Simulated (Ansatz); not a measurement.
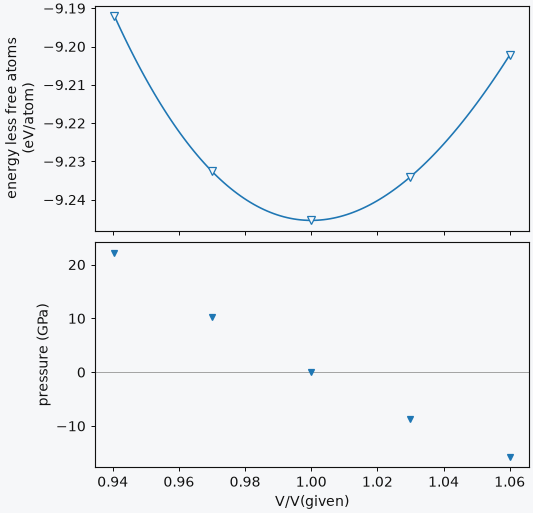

Caption: Energy less free atoms and pressure against V/V(given) for Ru, space group P6_3/mmc (No. 194).

V(given) is 13.76 Å³/atom.

A third-order Birch–Murnaghan fit gives V0 = 13.76 Å³/atom, B0 = 312 GPa and B′ = 4.7. The energy less free atoms is −9.1920 eV/atom at V/V(given) 0.941 and −9.2022 eV/atom at 1.060; the lowest computed point is at V/V(given) 1.000 (−9.2454 eV/atom), and no other minimum shows among the points. The pressure falls from 22.2 GPa at V/V(given) 0.941 to −15.8 GPa at 1.060, and changes sign near 1.000.

Computed with Ansatz 0.2.0: periodic Kohn-Sham DFT of a crystal at fixed atoms, scaled to the stated factor times the given cell; pressure positive in compression, energy less spherical unpolarised free atoms. Level: PBE.

```tsv
setting	value
method	all-electron LAPW
relativity	scalar
k mesh	16×16×9
occupations	Fermi–Dirac
smearing width	0.05 eV
basis error target	0.5 (meV/atom)
nucleus	Gaussian
```

Cell as given: a = 2.722 Å, b = 2.722 Å, c = 4.288 Å, α = 90.00°, β = 90.00°, γ = 120.00°; 2 atoms.

Note: shape and atomic fractions are frozen while scaling, which makes layered, chain and framework solids too stiff.

One of the inputs:
```
crystal:
  lattice:
    - [2.7224526014, 0.0, 0.0]
    - [-1.3612263007, 2.3577131134, 0.0]
    - [0.0, 0.0, 4.2884465942]
  atoms:
    - { symbol: Ru, position: [0.3333333333, 0.6666666667, 0.25] }
    - { symbol: Ru, position: [0.6666666667, 0.3333333333, 0.75] }
kpoints:
  mp_grid: { grid: [16, 16, 9] }
  band_path:
    path:
      - [0.0, 0.0, 0.0]
      - [0.5, 0.0, 0.0]
      - [0.3333333333, 0.3333333333, 0.0]
      - [0.0, 0.0, 0.0]
      - [0.0, 0.0, 0.5]
      - [0.5, 0.0, 0.5]
      - [0.3333333333, 0.3333333333, 0.5]
      - [0.0, 0.0, 0.5]
      - [0.5, 0.0, 0.5]
    npoints: 14
scf:
  occupations: { method: fermi_dirac, width: 0.05 }
hamiltonian:
  xc: pbe
  pseudopotentials: { kind: all_electron, lapw: { basis_error: 0.0005 } }
output:
  forces: true
  stress: true
  eigenvalues: true
  fatbands: true
  populations: true
  dos: { projected: true, de: 0.2, e_range: [-14, 8] }
```

Run as:
```bash
ansatz run input.yaml --threads 1 --pin off --max-ram 2048MiB --backend cpu --events-out ev --progress --plain --runs-dir out
```
